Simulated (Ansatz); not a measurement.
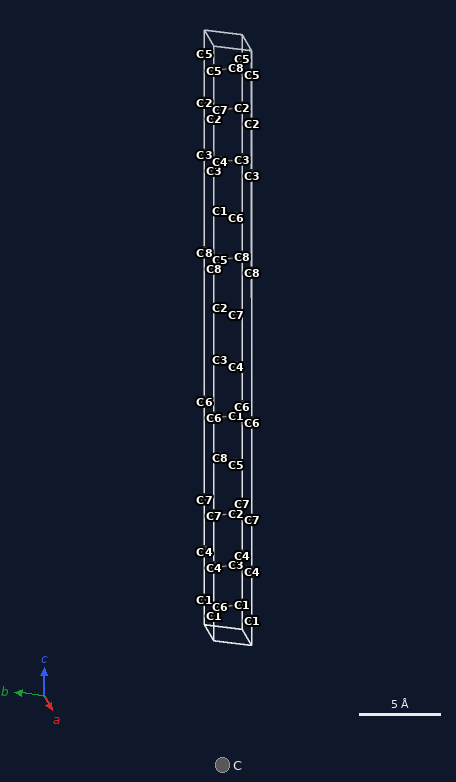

Fig. 1: The structure as given in the input (ball-and-stick view of the cell 3 times as large as that of the calculation, set on its symmetry axes, seen at an oblique angle; atoms are numbered from 1 in the order of the input). An atom can appear more than once, as a periodic image.

## What a change does: band-structure calculation on C

System: C (R-3m, 8 atoms in the cell).
Method of run A: DFT, r2SCAN, plane waves, PAW, no spin polarisation (Ansatz 0.2.0).

The structure derives from a Materials Project entry. The geometry comes from this level: r2scan-rvv10. Text and figures count atoms from 1; the logs count them from 0 in places.

### Input, run A
```yaml
crystal:
  lattice:
    - [1.2275202544, 0.7087091493, 13.6213477785]
    - [-1.2275202544, 0.7087091493, 13.6213477785]
    - [0.0, -1.4174182986, 13.6213477785]
  atoms:
    - { symbol: C, position: [0.0410203355, 0.0410203355, 0.0410203355] }
    - { symbol: C, position: [0.8768761369, 0.8768761369, 0.8768761369] }
    - { symbol: C, position: [0.7897911207, 0.7897911207, 0.7897911207] }
    - { symbol: C, position: [0.1231238631, 0.1231238631, 0.1231238631] }
    - { symbol: C, position: [0.9589796645, 0.9589796645, 0.9589796645] }
    - { symbol: C, position: [0.3743533876, 0.3743533876, 0.3743533876] }
    - { symbol: C, position: [0.2102088793, 0.2102088793, 0.2102088793] }
    - { symbol: C, position: [0.6256466124, 0.6256466124, 0.6256466124] }
kpoints:
  mp_grid: { grid: [12, 12, 12] }
  band_path:
    path:
      - [0.0, 0.0, 0.0]
      - [0.5, 0.5, 0.5]
      - [0.8315286348, 0.1684713652, 0.5]
      - [0.5, -0.1684713652, 0.1684713652]
      - [0.5, 0.0, 0.0]
      - [0.3342356826, -0.3342356826, 0.0]
      - [0.6657643174, 0.0, 0.3342356826]
      - [0.5, 0.0, 0.5]
      - [0.0, 0.3333333333, -0.3333333333]
    npoints: 1
hamiltonian:
  xc: r2scan
scf:
  occupations: { method: fermi_dirac, width: 0.02 }
  n_extra_bands: 6
output:
  forces: true
  stress: true
  eigenvalues: true
```

Command:
```bash
ansatz run input.yaml --threads 2 --pin off --max-ram 3686MiB --backend cpu --events-out ev --progress --plain --runs-dir out
```

Hardware: 2 threads of Arm Neoverse V1, 24 GiB of memory available, shared host.

### Output, shortened to warnings, some set-up lines, iterations and results (run A)
```
Basis set: ecut = 500 eV, 1831 PW (Γ), FFT grids on a1−a3, a2−a3, a3, exchange–correlation on 72×72×400 points (64 copies of the dense FFT grid, shifted against one another)
Symmetry: 12 space group operations
k-points: 189 of 1728
Initial density: superposition of atomic densities (neutral atoms: chi_scale 0, normalization atom), corrected by the library's trained network
[...]
SCF iter   1: F=—  HF=-2013.160027 eV  |F-HF|=—  |Δ(HF+E_count)|=         —  Δρ=7.42e-3  dr2=1.25e-2  dr2_τ=1.65e0  ethr=1.77e-3  ⟨swp⟩=7.6  Hψ=23001  notcnv=0
SCF iter   2: F=—  HF=-2013.310971 eV  |F-HF|=—  |Δ(HF+E_count)|=   1.51e-1  Δρ=1.58e-3  dr2=1.49e-3  dr2_τ=9.42e-5  ethr=3.92e-5  ⟨swp⟩=3.2  Hψ=10553  notcnv=0  defer=306
SCF iter   3: F=—  HF=-2013.311576 eV  |F-HF|=—  |Δ(HF+E_count)|=   6.05e-4  Δρ=1.37e-3  dr2=2.65e-3  dr2_τ=1.29e-4  ethr=4.66e-6  ⟨swp⟩=2.9  Hψ=8426  notcnv=0  defer=306
SCF iter   4: F=—  HF=-2013.310855 eV  |F-HF|=—  |Δ(HF+E_count)|=   7.21e-4  Δρ=1.69e-4  dr2=2.40e-5  dr2_τ=2.13e-6  ethr=4.66e-6  ⟨swp⟩=2.9  Hψ=8049  notcnv=0  defer=306
SCF iter   5: F=—  HF=-2013.310858 eV  |F-HF|=—  |Δ(HF+E_count)|=   3.47e-6  Δρ=7.42e-5  dr2=2.59e-6  dr2_τ=3.83e-7  ethr=7.50e-8  ⟨swp⟩=2.4  Hψ=6711  notcnv=0  defer=306
SCF iter   6: F=—  HF=-2013.310861 eV  |F-HF|=—  |Δ(HF+E_count)|=   2.78e-6  Δρ=2.41e-5  dr2=2.21e-7  dr2_τ=2.56e-8  ethr=8.08e-9  ⟨swp⟩=2.0  Hψ=6885  notcnv=0  defer=307
SCF iter   7: F=-2013.310862 eV  HF=-2013.310862 eV  |F-HF|=1.83e-8  |Δ(HF+E_count)|=   3.82e-7  Δρ=9.93e-6  dr2=5.00e-8  dr2_τ=5.94e-9  ethr=3.13e-10  ⟨swp⟩=10.7  Hψ=21834  …
SCF 1 converged in 7 iterations: F = -2013.310862 eV  dr2 = 5.00e-8
NSCF: frozen V_eff on 9 k-points
SCF converged after 7 iterations
Free energy (F): -2013.310862 eV
Harris-Foulkes:  -2013.310862 eV  (|F-HF|=1.83e-8)
Internal energy: -2013.310048 eV  (E = F + TS)
E sigma→0 (E₀):  -2013.310455 eV
Entropy (-TS):   -0.000814 eV (-0.102 meV/atom)
Fermi energy:    6.857570 eV
--- Per-component energies (eV) ---
  E_band       = -92.567989
  E_kinetic    = 727.533910
  E_local      = -1260.968258  (includes V_loc(G=0)·N_el)
  E_nonlocal   = 215.691273
  E_hartree    = 386.735212
  E_xc         = -377.957096
  E_vxc        = -523.455804  (∫ρ·V_xc dr)
  E_paw        = -807.063257  (= ΣΔE_a)
  E_vpaw       = -54.068479  (= ΣTr[D̂ρ^β])
  E_aug_tail   = 0.000042  (compensation charges beyond the density's cutoff)
  E_vtau       = 29.230144  (kinetic-family band-sum trace: ∫τ·v_τ [+ j·A + Jᵃ·Aᵃ] dr)
  E_ewald      = -897.083685
  E_core_change = -0.198190  (= ΣΔE_core)
  E_smearing   = -0.000814  (= −TS)
  E_closure    = 0.000000  (closes the sum)
  Σ components = -2013.310862   (vs F -2013.310862, Δ=0.00e0)
--- Forces (eV/Å), atoms counted from 1 ---
  atom   1  C     -0.00000000     0.00000000    -0.00246384
  atom   2  C     -0.00000000     0.00000000    -0.00478827
  atom   3  C     -0.00000000     0.00000000     0.01365314
  atom   4  C      0.00000000    -0.00000000     0.00478827
  atom   5  C      0.00000000    -0.00000000     0.00246384
  atom   6  C      0.00000000    -0.00000000     0.00089930
  atom   7  C      0.00000000    -0.00000000    -0.01365314
  atom   8  C     -0.00000000     0.00000000    -0.00089930
  max |Σ_I F_I| component: 1.73e-18 eV/Å
--- Stress (GPa, compression-positive) ---
        0.302584      -0.000000      -0.000000
       -0.000000       0.302584      -0.000000
       -0.000000      -0.000000       1.323496
  P = ⅓ Tr σ = 0.6429 GPa (6.429 kbar)
```

Run B used a changed input.

### The two runs side by side

| quantity | run A | run B |
| --- | --- | --- |
| outcome | converged | converged |
| free energy per atom (eV) | −251.6639 | −250.9268 |
| gap on the mesh (eV) | 0.00 | 0.00 |
| pressure (GPa) | 0.64 | 4.72 |
| largest force (eV/Å) | 0.014 | 0.022 |
| SCF iterations | 7 | 7 |
| irreducible k-points | 189 | 189 |
| plane waves at Γ | 1831 | 1347 |
| wall time (shared host) | 26 s | 11 s |

What was changed in the input?

The change (lines with − go, lines with + come):
```diff
-  xc: r2scan
+  xc: pbe
```

The total energies belong to different methods, so their difference says nothing on which is more stable or more accurate. The pressure goes from 0.64 to 4.72 GPa. The functional changes from r2SCAN to PBE. The number of SCF iterations is the same. The default cutoff goes from 500 to 420 eV with the change. The plane waves at Γ go from 1831 to 1347. On the same kind of shared host run B took about 0.43 times as long.

### Output, shortened to warnings, some set-up lines, iterations and results (run B)
```
Basis set: ecut = 420 eV, 1347 PW (Γ), FFT grids on a1−a3, a2−a3, a3, exchange–correlation on 36×36×192 points (8 copies of the dense FFT grid, shifted against one another)
Symmetry: 12 space group operations
k-points: 189 of 1728
Initial density: superposition of atomic densities (neutral atoms: chi_scale 0, normalization atom), corrected by the library's trained network
[...]
SCF iter   1: F=—  HF=-2007.413453 eV  |F-HF|=—  |Δ(HF+E_count)|=         —  Δρ=2.58e-3  dr2=5.47e-3  ethr=1.77e-3  ⟨swp⟩=7.5  Hψ=22386  notcnv=0  defer=1
SCF iter   2: F=—  HF=-2007.414464 eV  |F-HF|=—  |Δ(HF+E_count)|=   1.01e-3  Δρ=1.04e-3  dr2=1.49e-3  ethr=1.71e-5  ⟨swp⟩=2.2  Hψ=9404  notcnv=0  defer=310
SCF iter   3: F=—  HF=-2007.414159 eV  |F-HF|=—  |Δ(HF+E_count)|=   3.04e-4  Δρ=4.80e-4  dr2=5.56e-4  ethr=4.65e-6  ⟨swp⟩=2.1  Hψ=7393  notcnv=0  defer=310
SCF iter   4: F=—  HF=-2007.414030 eV  |F-HF|=—  |Δ(HF+E_count)|=   1.30e-4  Δρ=1.17e-4  dr2=1.40e-5  ethr=1.74e-6  ⟨swp⟩=2.0  Hψ=5309  notcnv=0  defer=310
SCF iter   5: F=—  HF=-2007.414000 eV  |F-HF|=—  |Δ(HF+E_count)|=   2.98e-5  Δρ=3.87e-5  dr2=1.20e-6  ethr=4.36e-8  ⟨swp⟩=2.2  Hψ=6360  notcnv=0  defer=310
SCF iter   6: F=—  HF=-2007.414000 eV  |F-HF|=—  |Δ(HF+E_count)|=   7.56e-7  Δρ=2.09e-5  dr2=2.99e-7  ethr=3.76e-9  ⟨swp⟩=2.0  Hψ=6889  notcnv=0  defer=310
SCF iter   7: F=-2007.414000 eV  HF=-2007.414000 eV  |F-HF|=1.63e-8  |Δ(HF+E_count)|=   3.70e-8  Δρ=5.49e-6  dr2=9.63e-9  ethr=3.13e-10  ⟨swp⟩=9.8  Hψ=19745  notcnv=0
SCF 1 converged in 7 iterations: F = -2007.414000 eV  dr2 = 9.63e-9
NSCF: frozen V_eff on 9 k-points
SCF converged after 7 iterations
Free energy (F): -2007.414000 eV
Harris-Foulkes:  -2007.414000 eV  (|F-HF|=1.63e-8)
Internal energy: -2007.413178 eV  (E = F + TS)
E sigma→0 (E₀):  -2007.413589 eV
Entropy (-TS):   -0.000822 eV (-0.103 meV/atom)
Fermi energy:    6.904615 eV
--- Per-component energies (eV) ---
  E_band       = -72.411072
  E_kinetic    = 730.434548
  E_local      = -1269.363112  (includes V_loc(G=0)·N_el)
  E_nonlocal   = 219.165184
  E_hartree    = 389.385023
  E_xc         = -384.904062
  E_vxc        = -476.629541  (∫ρ·V_xc dr)
  E_paw        = -795.047135  (= ΣΔE_a)
  E_vpaw       = -54.788123  (= ΣTr[D̂ρ^β])
  E_aug_tail   = 0.000061  (compensation charges beyond the density's cutoff)
  E_ewald      = -897.083685
  E_smearing   = -0.000822  (= −TS)
  E_closure    = 0.000000  (closes the sum)
  Σ components = -2007.414000   (vs F -2007.414000, Δ=0.00e0)
--- Forces (eV/Å), atoms counted from 1 ---
  atom   1  C     -0.00000000     0.00000000    -0.00224738
  atom   2  C     -0.00000000     0.00000000    -0.00511703
  atom   3  C     -0.00000000     0.00000000     0.02158866
  atom   4  C      0.00000000    -0.00000000     0.00511703
  atom   5  C      0.00000000    -0.00000000     0.00224738
  atom   6  C      0.00000000     0.00000000     0.00089937
  atom   7  C      0.00000000    -0.00000000    -0.02158866
  atom   8  C     -0.00000000     0.00000000    -0.00089937
  max |Σ_I F_I| component: 3.90e-18 eV/Å
--- Stress (GPa, compression-positive) ---
        5.456551      -0.000000      -0.000000
       -0.000000       5.456551      -0.000000
       -0.000000      -0.000000       3.256496
  P = ⅓ Tr σ = 4.7232 GPa (47.232 kbar)
```
